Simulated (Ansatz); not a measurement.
# Formation energy and levels of the complex V_Ca-P_O in CaO (Fm-3m)

Charge states of V_Ca-P_O in CaO (Fm-3m), set against the band edges. Model: a cell of 32 host atoms with 1 site emptied and P put on another atom's site.

Method: place-levels on PBEsol runs: charge-transition levels and formation energies with image-charge correction and potential alignment at the atomic sites, in Ansatz 0.2.0.

## Step 1: The starting structure

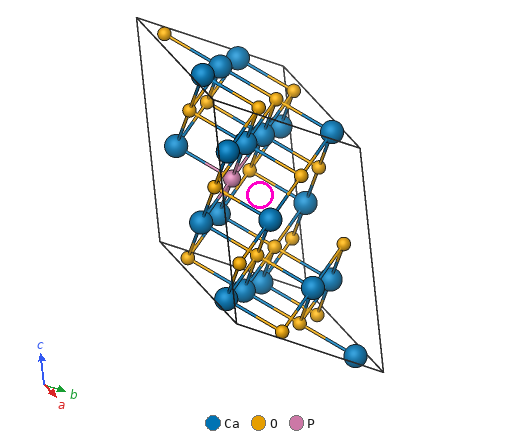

Start, viewed slightly off an axis; calcium blue, oxygen orange, phosphorus pink. A ring marks the centre wherever it is empty. Some periodic images of atoms are drawn too.

The cell holds 31 atoms: 15 Ca, 15 O and 1 P. Cell: a = 8.257 Å, b = 8.257 Å, c = 8.257 Å, α = 109.5°, β = 109.5°, γ = 109.5°. It derives from CaO (space group Fm-3m). Nearest the centre at fractional (0.125, 0.375, 0.250): P17 at 1.19 Å, O26 at 2.66 Å, O18 at 2.66 Å, Ca13 at 2.66 Å, Ca1 at 2.66 Å, Ca3 at 2.66 Å, Ca6 at 2.66 Å, O23 at 2.66 Å.

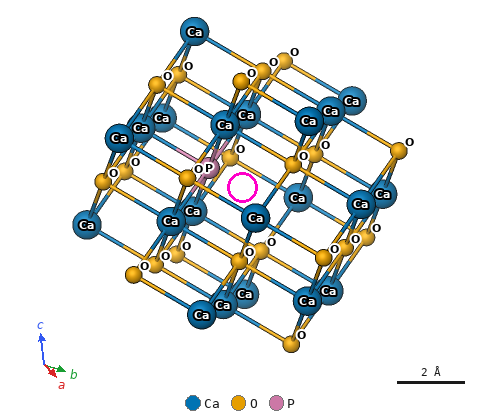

The atoms within 5 Å of the centre. A ring marks the centre wherever it is empty.

Known beforehand: the electronic dielectric constant, 3.86, and the static one, 15.74, computed on the host (DFPT, PBEsol).

The cell's shortest repeat is 8.3 Å.

## Step 2: What was run first

Levels follow from differences of total energies between charge states, each relaxed by itself.

Each atom starts 0.05 Å or so off its site in a random direction: a symmetric start keeps its symmetry, and would miss off-centre moves and Jahn–Teller distortions. Forces are taken at one point at (¼, ¼, ¼). The cell holds 3 electrons more than the neutral one, with a uniform background that keeps it neutral on the whole.

One state's input; the others differ in charge, spin, start and seed, and in occupations where the table says so.

qm3.relax/input.yaml reads:

```yaml
crystal:
  lattice:
    - [-4.76713815, 4.76713815, 4.76713815]
    - [4.76713815, -4.76713815, 4.76713815]
    - [4.76713815, 4.76713815, -4.76713815]
  atoms:
    - { symbol: Ca, position: [0.0, 0.0, 0.0] }
    - { symbol: Ca, position: [0.0, 0.25, 0.75] }
    - { symbol: Ca, position: [0.0, 0.5, 0.5] }
    - { symbol: Ca, position: [0.0, 0.75, 0.25] }
    - { symbol: Ca, position: [0.25, 0.0, 0.75] }
    - { symbol: Ca, position: [0.25, 0.25, 0.5] }
    - { symbol: Ca, position: [0.25, 0.5, 0.25] }
    - { symbol: Ca, position: [0.25, 0.75, 0.0] }
    - { symbol: Ca, position: [0.5, 0.0, 0.5] }
    - { symbol: Ca, position: [0.5, 0.25, 0.25] }
    - { symbol: Ca, position: [0.5, 0.5, 0.0] }
    - { symbol: Ca, position: [0.5, 0.75, 0.75] }
    - { symbol: Ca, position: [0.75, 0.0, 0.25] }
    - { symbol: Ca, position: [0.75, 0.25, 0.0] }
    - { symbol: Ca, position: [0.75, 0.5, 0.75] }
    - { symbol: Ca, position: [0.75, 0.75, 0.5] }
    - { symbol: O, position: [0.0, 0.0, 0.5] }
    - { symbol: O, position: [0.0, 0.25, 0.25] }
    - { symbol: O, position: [0.0, 0.5, 0.0] }
    - { symbol: O, position: [0.0, 0.75, 0.75] }
    - { symbol: O, position: [0.25, 0.0, 0.25] }
    - { symbol: O, position: [0.25, 0.25, 0.0] }
    - { symbol: O, position: [0.25, 0.5, 0.75] }
    - { symbol: O, position: [0.25, 0.75, 0.5] }
    - { symbol: O, position: [0.5, 0.0, 0.0] }
    - { symbol: O, position: [0.5, 0.25, 0.75] }
    - { symbol: O, position: [0.5, 0.5, 0.5] }
    - { symbol: O, position: [0.5, 0.75, 0.25] }
    - { symbol: O, position: [0.75, 0.0, 0.75] }
    - { symbol: O, position: [0.75, 0.25, 0.5] }
    - { symbol: O, position: [0.75, 0.5, 0.25] }
    - { symbol: O, position: [0.75, 0.75, 0.0] }
  supercell: [1, 1, 1]
  defects: [{ vacancy: 6 }, { substitution: { at: 17, symbol: P } }]
total_charge: -3
basis:
  ecutwfc: 420
  xc_grid: 2
hamiltonian:
  xc: pbesol
kpoints:
  mp_grid: { grid: [1, 1, 1], shift: [0.25, 0.25, 0.25] }
scf:
  occupations: { method: fixed }
  max_iter: 60
output:
  forces: true
  charged_corrections:
    epsilon: 3.86
    static_epsilon: 15.74
    defect_position: [0.125, 0.375, 0.25]
relax:
  f_tol: 0.02
  max_steps: 80
  random_displacement: { amplitude: 0.05, seed: 8864 }
checkpoint:
  write: "../qm3.relax.run"
  compress: false
  write_wavefunctions: true
  write_every: 100000
```

The run is started by

```bash
> ansatz run input.yaml --threads 2 --pin off --max-ram 3768MiB --backend cpu --events-out ev --progress --plain --runs-dir out
```

The run of this state that the levels use, under PBEsol:

qm3.point/input.yaml reads:

```yaml
crystal:
  checkpoint: "../qm3.relax.run"
  host: checkpoint
total_charge: -3
basis:
  ecutwfc: 420
  xc_grid: 2
hamiltonian:
  xc: pbesol
kpoints:
  mp_grid: { grid: [1, 1, 1], shift: [0.25, 0.25, 0.25] }
scf:
  occupations: { method: fermi_dirac, width: 0.01 }
  max_iter: 60
output:
  forces: true
  eigenvalues: true
  charged_corrections:
    epsilon: 3.86
    static_epsilon: 15.74
    defect_position: [0.125, 0.375, 0.25]
  eigenstates: { localisation: true }
  populations: true
checkpoint:
  read: "../qm3.relax.run"
  write: "../qm3.point.run"
  compress: false
  write_wavefunctions: false
  write_every: 100000
```

Relaxations under PBEsol at one point at (¼, ¼, ¼); times on 2 threads of Arm Neoverse N1, shared host:

```
charge  moment (μB)  occupations        outcome  steps  largest displacement against the far atoms (Å)     time
    −3            0        fixed      converged      6                                            0.39     57 s
    −3            2        fixed      converged      9                                            0.59    4 min
    −2            1        fixed      converged      5                                            0.49  1.9 min
    −1            0        fixed      converged      6                                            0.65     72 s
    −1            2        fixed      converged      9                                            0.90  3.8 min
     0            1        fixed      converged     17                                            2.05   11 min
    +1            0        fixed  not converged      -                                               -     42 s
    +1            0  fermi-dirac      converged     18                                            2.17  3.9 min
    +1            2        fixed      converged     18                                            1.84  9.5 min
```

Single points under PBEsol at one point at (¼, ¼, ¼); times on 2 threads of Arm Neoverse N1, shared host:

| charge | moment (μB) | occupations | outcome | time |
| --- | --- | --- | --- | --- |
| −3 | 0 | fermi-dirac | converged | 8.9 s |
| −3 | 2 | fermi-dirac | converged | 28 s |
| −2 | 1 | fermi-dirac | converged | 31 s |
| −1 | 0 | fermi-dirac | converged | 17 s |
| −1 | 2 | fermi-dirac | converged | 31 s |
| 0 | 1 | fermi-dirac | converged | 30 s |
| +1 | 0 | fermi-dirac | converged | 15 s |
| +1 | 2 | fermi-dirac | converged | 29 s |

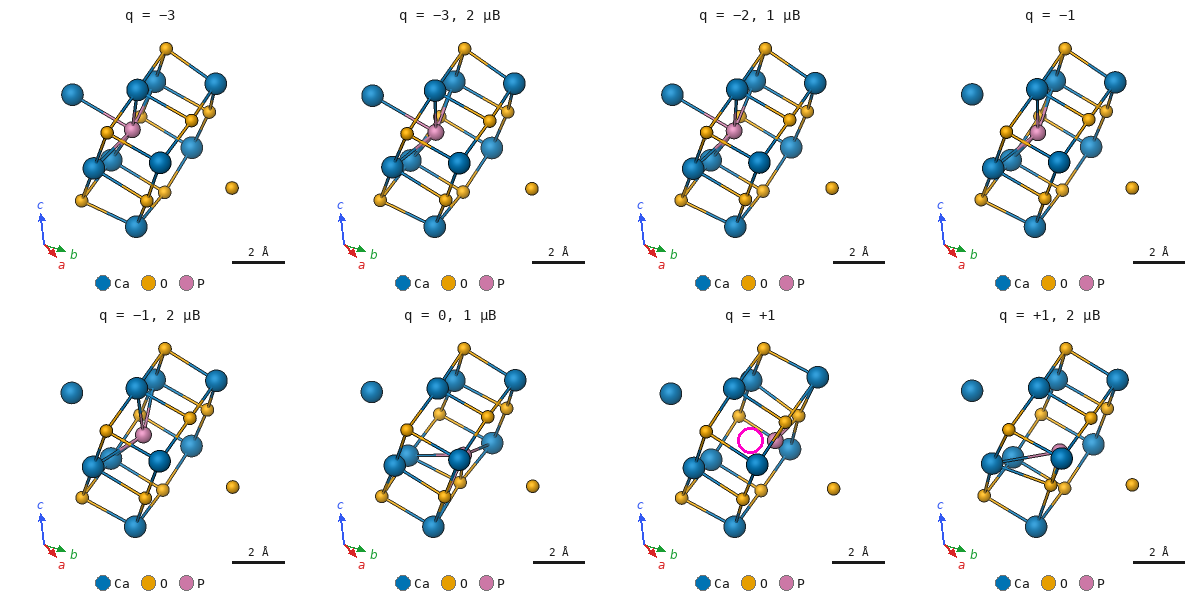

The structures near the centre after relaxation with PBEsol, by charge. A ring marks the centre wherever it is empty. Bonds to atoms that aren't drawn are left out.

Distances (Å) from the ideal centre to the nearest atoms after relaxation with PBEsol:

| charge | moment (μB) | 1. | 2. | 3. | 4. | 5. | 6. |
| --- | --- | --- | --- | --- | --- | --- | --- |
| −3 | 0 | P 0.83 | Ca 2.78 | Ca 2.79 | Ca 2.79 | Ca 2.80 | O 2.87 |
| −3 | 2 | P 0.64 | Ca 2.79 | Ca 2.80 | Ca 2.81 | Ca 2.82 | O 2.83 |
| −2 | 1 | P 0.74 | Ca 2.81 | O 2.82 | Ca 2.82 | Ca 2.83 | O 2.83 |
| −1 | 0 | P 0.57 | O 2.80 | O 2.80 | O 2.81 | O 2.81 | Ca 2.82 |
| −1 | 2 | P 0.33 | O 2.80 | O 2.81 | O 2.81 | Ca 2.81 | Ca 2.82 |
| 0 | 1 | P 0.90 | O 2.49 | Ca 2.76 | Ca 2.77 | Ca 2.79 | O 2.79 |
| +1 | 0 | P 0.99 | O 2.32 | O 2.32 | Ca 2.77 | Ca 2.77 | Ca 2.82 |
| +1 | 2 | P 0.67 | O 2.24 | O 2.77 | Ca 2.78 | Ca 2.79 | O 2.79 |

## Step 3: place-levels, PBEsol

A charged cell interacts with its images and the background, and its potential has another zero than the host's. place-levels removes the first by a point-charge model, screened by the static dielectric constant since the ions have relaxed around the charge, and the second by comparing potentials at atoms far from the defect.

The host is a run of the defect-free crystal in the same cutoffs, grids and k-points, so that basis and sampling errors cancel in part in the differences. Its band edges come from a run of the primitive cell that searches the zone for them. Chemical potentials are energies per atom of Ca (fcc), O (O2 molecule) and P (black phosphorus), run with the same functional and cutoff.

levels.point.yaml reads:

```yaml
host:
  run: host.point.run
  levels_from: { run: edges.point.run }
states: [qm3.point.run, qm3_M2.point.run, qm2_M1.point.run, qm1.point.run, qm1_M2.point.run, q0_M1.point.run, qp1.point.run, qp1_M2.point.run]
geometry_from:
  qm3.point.run: qm3.relax.run
  qm3_M2.point.run: qm3_M2.relax.run
  qm2_M1.point.run: qm2_M1.relax.run
  qm1.point.run: qm1.relax.run
  qm1_M2.point.run: qm1_M2.relax.run
  q0_M1.point.run: q0_M1.relax.run
  qp1.point.run: qp1.relax_smeared.run
  qp1_M2.point.run: qp1_M2.relax.run
chemical_potentials:
  Ca:
    energy: -1793.730512
    dataset: <sha256 of the dataset>
  O:
    energy: -558.282649
    dataset: "<sha256 of the dataset>"
  P:
    energy: -740.035931
    dataset: <sha256 of the dataset>
```

The run is started by

```bash
> ansatz place-levels levels.point.yaml -- --threads 2 --pin off --max-ram 3768MiB
```

Numbers of over 12 decimals in the logs are rounded to 6 here.

What it wrote:

```text
[... repeated set-up lines and file paths are left out, and long positions are rounded to six places ...]
(+1/0) 3.223 eV above the valence edge, 0.321 eV under the conduction edge; not on the lower envelope
(0/-1) 2.727 eV above the valence edge, 0.818 eV under the conduction edge; not on the lower envelope
(-1/-2) 1.706 eV above the valence edge, 1.838 eV under the conduction edge; not on the lower envelope
(-2/-3) 2.542 eV above the valence edge, 1.002 eV under the conduction edge; not on the lower envelope
(+1/-3) 2.550 eV above the valence edge, 0.995 eV under the conduction edge: charges between them are lowest nowhere
formation energy of charge +1: +8.339 eV with the Fermi level at the valence edge
formation energy of charge 0: +11.562 eV with the Fermi level at the valence edge
formation energy of charge -1: +14.288 eV with the Fermi level at the valence edge
formation energy of charge -2: +15.994 eV with the Fermi level at the valence edge
formation energy of charge -3: +18.537 eV with the Fermi level at the valence edge
  edges by pbesol of host.levels_from (edges.point.run), its mesh sampled to repeats of 33.71 Å (the valence edge +0.729 eV and the conduction edge -1.790 eV from those of the host's own run), gap 3.544 eV; the host is sampled to repeats of 13.48 Å
  the defect's cells are sampled to repeats of 13.48 Å, like sampling
  charge +1: -36118.4740 eV with its correction of -0.208 eV, at epsilon 15.74, aligned at sites: -0.3831 eV, mean over 12 atomic sites at or beyond 4.13 Å from the defect at [0.1250, 0.3750, 0.2500], with -0.002864 for the charge's moments and without [...]
  charge 0: +0.000 eV for its dipole among its images, +0.000 omitted
  charge -1: -36096.8994 eV with its correction of +0.468 eV, at epsilon 15.74, aligned at sites: -0.2930 eV, mean over 12 atomic sites at or beyond 4.13 Å from the defect at [0.1250, 0.3750, 0.2500], with +0.014434 for the charge's moments and without [...]
  charge -2: -36087.3809 eV with its correction of +1.284 eV, at epsilon 15.74, aligned at sites: -0.2926 eV, mean over 12 atomic sites at or beyond 4.13 Å from the defect at [0.1250, 0.3750, 0.2500], with +0.015561 for the charge's moments and without [...]
  charge -3: -36077.0260 eV with its correction of +2.310 eV, at epsilon 15.74, aligned at sites: -0.2462 eV, mean over 12 atomic sites at or beyond 4.13 Å from the defect at [0.1250, 0.3750, 0.2500], with +0.020705 for the charge's moments and without [...]
  charge +1: states[7] (qp1_M2.point.run) stands 1.543 eV higher, with a moment of 2.00 μB against 0.00
  charge -1: states[3] (qm1.point.run) stands 0.299 eV higher, with a moment of 0.00 μB against 2.00
  states[3] (qm1.point.run): levels filled in part (TS 0.003 eV): its energy is of no whole electron's
  charge -3: states[1] (qm3_M2.point.run) stands 2.939 eV higher, with a moment of 2.00 μB against 0.00
  of states[6] (qp1.point.run): how wide its charge is, is not read beside other atoms or cores, and a band state would take no correction. [...]
  of states[5] (q0_M1.point.run): its alignment with the host at atomic sites is doubtful: the mean over the far sites moves by -0.1788 eV from their farther parts to their nearer, more than 0.05 eV. [...]
  of states[4] (qm1_M2.point.run): how wide its charge is, is not read beside other atoms or cores, and a band state would take no correction. [...]
  of states[2] (qm2_M1.point.run): how wide its charge is, is not read beside other atoms or cores, and a band state would take no correction. [...]
  of states[0] (qm3.point.run): how wide its charge is, is not read beside other atoms or cores, and a band state would take no correction. [...]
  of states[7] (qp1_M2.point.run): how wide its charge is, is not read beside other atoms or cores, and a band state would take no correction. [...]
  of states[3] (qm1.point.run): how wide its charge is, is not read beside other atoms or cores, and a band state would take no correction. [...]
  of states[1] (qm3_M2.point.run): how wide its charge is, is not read beside other atoms or cores, and a band state would take no correction. [...]
```

Elapsed: 0.69 s, on 2 threads of Arm Neoverse N1, shared host.

Levels between the charges placed, in eV above the valence top:

```
        gap (eV)  (+1/0)  (0/−1)  (−1/−2)  (−2/−3)
PBEsol      3.54    3.22    2.73     1.71     2.54
```

Corrections by state:

| charge | moment (μB) | image terms and alignment (eV) | band filling (eV) | ε used | over the lowest of its charge, as the program ranks them, band filling apart (eV) |
| --- | --- | --- | --- | --- | --- |
| +1 | 0.0 | -0.208 | - | 15.74 | 0.000 |
| 0 | 1.0 | 0.000 | - | - | 0.000 |
| −1 | 2.0 | 0.468 | - | 15.74 | 0.000 |
| −2 | 1.0 | 1.284 | - | 15.74 | 0.000 |
| −3 | 0.0 | 2.310 | - | 15.74 | 0.000 |
| +1 | 2.0 | -0.152 | - | 15.74 | 1.543 |
| −1 | 0.0 | 0.513 | - | 15.74 | 0.299 |
| −3 | 2.0 | 2.224 | - | 15.74 | 2.939 |

From the program's caveats on the states, each cut to its opening words:

- charge +1, −1 (2 μB), −2 (1 μB), −3, +1 (2 μB), −1, −3 (2 μB): how wide its charge is, is not read beside other atoms or cores, and a band state would take no correction
- charge +1: the far atoms show a dipole or second moment of the defect's charge, for which the correction takes or leaves out 0.29 eV: further moments aren't read, and the [...]
- charge +1: its displacements don't fall off away from the defect: farther atoms stand 0.038 Å off the host's places
- charge 0 (1 μB): its alignment with the host at atomic sites is doubtful: the mean over the far sites moves by -0.1788 eV from their farther parts to their nearer, more than [...]
- charge 0 (1 μB), −1 (2 μB), −2 (1 μB), +1 (2 μB), −3 (2 μB): flagged: stability check not made
- charge −1 (2 μB): its alignment with the host at atomic sites is doubtful: the mean over the far sites moves by -0.1527 eV from their farther parts to their nearer, more than [...]
- charge −1 (2 μB): the far atoms show a dipole or second moment of the defect's charge, for which the correction takes or leaves out 3.112 eV: further moments aren't read, and [...]
- charge −2 (1 μB): its alignment with the host at atomic sites is doubtful: the mean over the far sites moves by -0.1646 eV from their farther parts to their nearer, more than [...]
- charge −2 (1 μB): the far atoms show a dipole or second moment of the defect's charge, for which the correction takes or leaves out 3.248 eV: further moments aren't read, and [...]
- charge −3: its alignment with the host at atomic sites is doubtful: the mean over the far sites moves by -0.2191 eV from their farther parts to their nearer, more than [...]
- charge −3: the far atoms show a dipole or second moment of the defect's charge, for which the correction takes or leaves out 3.936 eV: further moments aren't read, and [...]
- charge +1 (2 μB): its displacements don't fall off away from the defect: farther atoms stand 0.044 Å off the host's places
- charge −1: its alignment with the host at atomic sites is doubtful: the mean over the far sites moves by -0.0845 eV from their farther parts to their nearer, more than [...]
- charge −1: the far atoms show a dipole or second moment of the defect's charge, for which the correction takes or leaves out 1.796 eV: further moments aren't read, and [...]

The host's formation energy from the elements is -3.086 eV per atom; it sets how far the chemical potentials can move.

Limit set by the element alone; other compounds of these elements are not counted. Chemical potentials from the elements' reference states: Ca 0.00 eV, O -6.17 eV, P 0.00 eV. Formation energy by charge state (Ca-rich; gap 3.54 eV):

```csv
charge,at valence top (eV),at conduction bottom (eV),correction included (eV)
+1,2.17,5.71,-0.21
0,5.39,5.39,0.00
−1,8.12,4.57,0.47
−2,9.82,2.73,1.28
−3,12.36,1.73,2.31
```

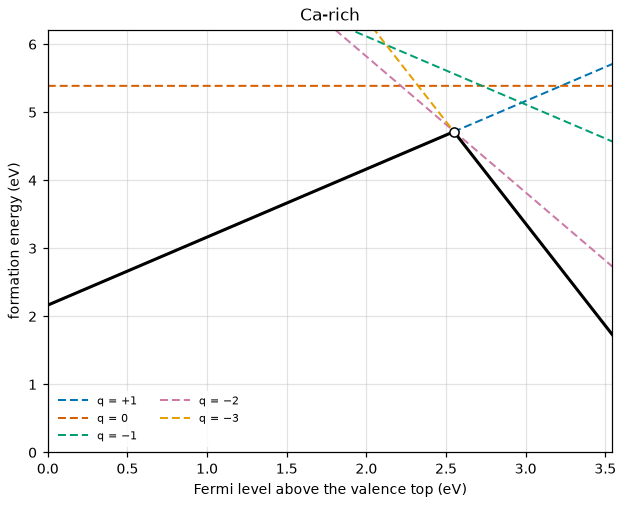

Formation energy against Fermi level; the thick line follows the lowest charge state and circles mark the transition levels.

Limit set by the element alone; other compounds of these elements are not counted. Chemical potentials from the elements' reference states: O 0.00 eV, Ca -6.17 eV, P 0.00 eV. Formation energies (O-rich), with the Fermi level at the valence top and at the conduction bottom (gap 3.54 eV):

| charge | at valence top (eV) | at conduction bottom (eV) | correction included (eV) |
| --- | --- | --- | --- |
| +1 | 2.17 | 5.71 | -0.21 |
| 0 | 5.39 | 5.39 | 0.00 |
| −1 | 8.12 | 4.57 | 0.47 |
| −2 | 9.82 | 2.73 | 1.28 |
| −3 | 12.36 | 1.73 | 2.31 |

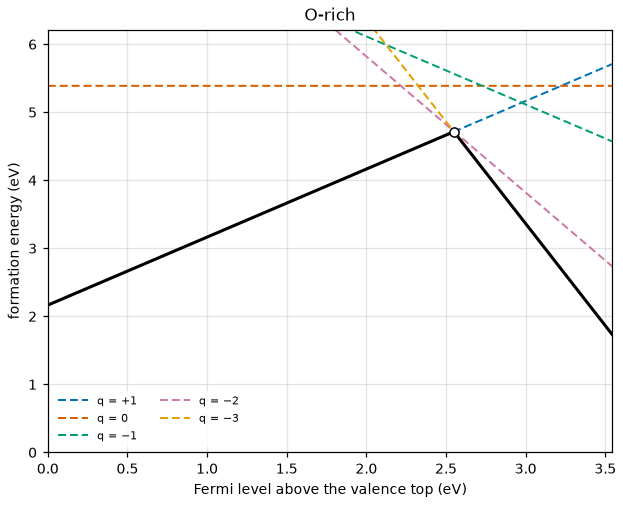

Formation energy against Fermi level; the thick line follows the lowest charge state and circles mark the transition levels.

## Step 4: A changed set-up

A choice is tested by changing it alone.

levels.try0.yaml is levels.point.yaml with these lines changed:

```diff
+epsilon: 500.0
+static_epsilon: 500.0
```

The run is started by

```bash
> ansatz place-levels levels.try0.yaml -- --threads 2 --pin off --max-ram 3768MiB
```

What it wrote:

```text
[...]
formation energy of charge +1: +8.229 eV with the Fermi level at the valence edge
formation energy of charge 0: +11.562 eV with the Fermi level at the valence edge
formation energy of charge -1: +14.178 eV with the Fermi level at the valence edge
formation energy of charge -2: +15.555 eV with the Fermi level at the valence edge
formation energy of charge -3: +17.550 eV with the Fermi level at the valence edge
[...]
[... the lines on each state left out ...]
```

The change: a very large dielectric constant, which removes the point-charge term and changes the alignment.

Levels in eV above the valence top; the changed ones are not the defect's:

|  | gap (eV) | (+1/0) | (0/−1) | (−1/−2) | (−2/−3) |
| --- | --- | --- | --- | --- | --- |
| changed | 3.54 | 3.33 | 2.62 | 1.38 | 2.00 |
| as set up | 3.54 | 3.22 | 2.73 | 1.71 | 2.54 |

The largest shift is 0.55 eV.

## Step 5: What came out

```
gap of the host                                                          : 3.54 eV (PBEsol)
level (plus 1/0)                                                         : 3.22 eV above the valence top, not a change between lowest states
level (0/minus 1)                                                        : 2.73 eV above the valence top, not a change between lowest states
level (minus 1/minus 2)                                                  : 1.71 eV above the valence top, not a change between lowest states
level (minus 2/minus 3)                                                  : 2.54 eV above the valence top, not a change between lowest states
level (plus 1/minus 3)                                                   : 2.55 eV above the valence top
lowest of the charges placed, just above the valence top (0.02 eV)       : +1
lowest of the charges placed, just below the conduction bottom (0.02 eV) : −3
lowest formation energy at mid-gap of the charges run, Ca-rich           : 3.94 eV
lowest formation energy at mid-gap of the charges run, O-rich            : 3.94 eV
```

What this shows: Of the charges placed (−3, −2, −1, 0 and +1), the lowest changes at 2.55 eV (+1/−3) above the valence top, in a gap of 3.54 eV. (+1/−3) passes over charge −2, −1 and 0, which lies 0.01, 0.85 and 0.67 eV above the two there; a lower structure or spin state of it, if missed, would change that. Charges above +1 and below −3 were not placed, so these runs say nothing of levels that involve them. States placed: +1 at 0 μB and 2 μB; 0 at 1 μB; −1 at 2 μB and 0 μB; −2 at 1 μB; −3 at 0 μB and 2 μB. Other spin states or structures, where not listed, weren't placed. Corrections reach 2.3 eV, so the cell is small for these charges and their levels are rough. P is taken at its element; compounds, which aren't counted here, bound the chemical potentials and would shift these formation energies. The program doubts the alignment of potentials for at least one state, a sign that the cell is small. What this leaves open: one k-point off the zone centre stands for the whole zone; the images are only 8.3 Å apart; PBEsol makes the gap too small and tends to spread out bound carriers; where a gas molecule sets a chemical potential or the host's formation energy, its binding is uncorrected.

[Logs are printed without paths, hosts, clocks, repeated set-up lines and the standing remarks that a program may print on its own settings, such as how far it seeks lower states.]

[Hosts, paths, dates, database ids (printed as entryN), source tags and the programs' standing remarks are cut or masked in the printed files.]

[Where a table of states has a column of steps, it counts the stored structures, which are thinned; the runs took as many ionic steps or more.]

[A defect's name tells the site on which it was built; relaxed atoms can leave that site.]

[For some hosts the program warned that the k-mesh of the response run may be too coarse for force constants and the static dielectric constant; such warnings are not shown here.]
